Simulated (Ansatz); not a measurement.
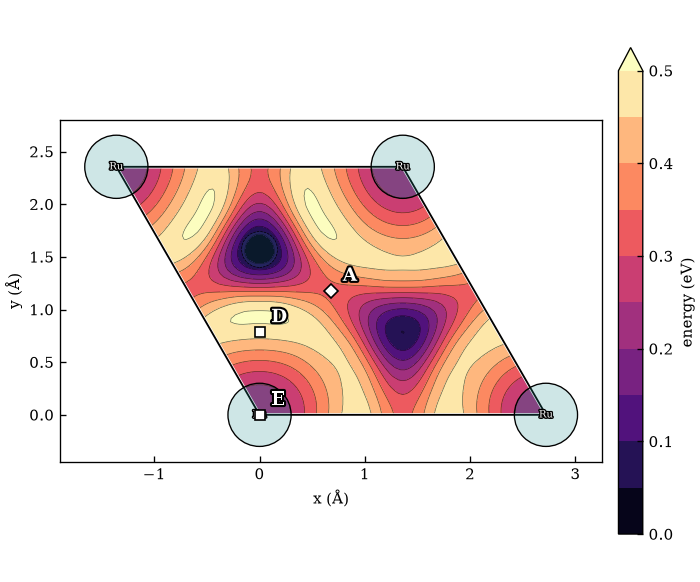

S on a Ru(001) slab cut from the P6_3/mmc phase, its upper half relaxed before the scan (4 atoms of substrate and one adsorbate in a 1 × 1 cell). S is moved over the surface cell; relaxed at each place: the height of the adsorbate's atoms; substrate rigid; the origin of the map has the adsorbate above Ru4. Places are given modulo a cell vector. The map is drawn in real space over the plane of the surface. Grid: 6 × 6 points; 10 points were computed and 26 follow by symmetry. Energies: eV, counted from the lowest grid point. With one adsorbate in each 1 × 1 cell, its nearest image is 2.7 Å away, so neighbouring adsorbates interact. Computed with DFT PBE, scalar-relativistic, plane waves, PAW in Ansatz 0.2.0. Settings: cutoff 420 eV, k-mesh 12×12×1, gaussian smearing 0.1 eV, no spin polarisation.

The picture shows filled contours, labelled circles for the atoms of the top layer and small ones for the second layer, the outline of one cell of the plane, one colour for all values above the top of the scale, lettered points. Between grid points the surface is interpolated.

Question: What kind of point is each of A, E: minimum, saddle, maximum or slope?

Answer: A: saddle point; E: minimum. (In these two coordinates alone; a stationary point may lie a little off the grid point.)

Question: Rank the lettered points by energy, lowest first.

Answer: E (0.201 eV), A (0.337 eV), D (0.475 eV).

PAW datasets: the set soft_1.
